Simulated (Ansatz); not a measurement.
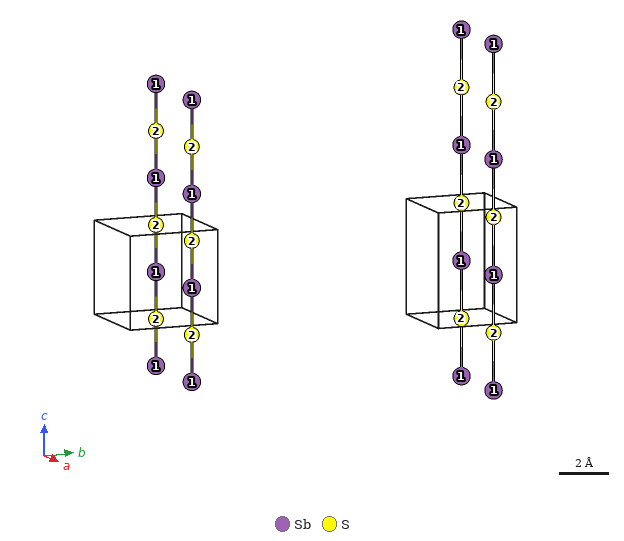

Two geometries of a crystal of SbS (a generated structure, set up in P4/mmm) (coarse preliminary run), drawn at one scale. One is the start of a relaxation, the other its converged end. A ball-and-stick model of the cell of the calculation, repeated 2 × 1 × 2 with one cell outlined, seen slightly off an axis.

The calculation used Ansatz 0.2.0, DFT PBE, scalar-relativistic, plane waves, PAW. Set-up: plane-wave cutoff 420 eV; k-point mesh 4 × 4 × 4; occupations gaussian; smearing width 0.1 eV; no spin polarisation; cell and atoms relaxed; force threshold 0.04 eV/Å; at most 70 steps.

> Which geometry has the lower energy?

The right one is the relaxed one. Over 9 accepted moves (11 points after the start) the energy falls by 4.841 eV per cell of the calculation. All forces vanish by symmetry, so only the cell relaxes. Pressure: 46.98 GPa at the start and −0.02 GPa at the end. At 2 points the geometry stayed and the basis and grid were re-selected for the new cell (energy shift of 15.8 meV per cell of the calculation at most each time). No atom moves by more than 0.005 Å relative to the cell. The volume changes by −1.7 %, with a = b 3.914 → 3.500 Å (−10.6 %), c 3.964 → 4.870 Å (+22.9 %). Near-neighbour distances that change, for instance: Sb1–S2 1.982 → 2.435 Å. The space group stays P4/mmm (No. 123). Cost: 24 s on 1 thread of AMD EPYC (Zen 3) (shared host), peak memory 0.34 GiB.

Limits of the set-up: the k-point mesh is coarse for a cell with partly filled bands.
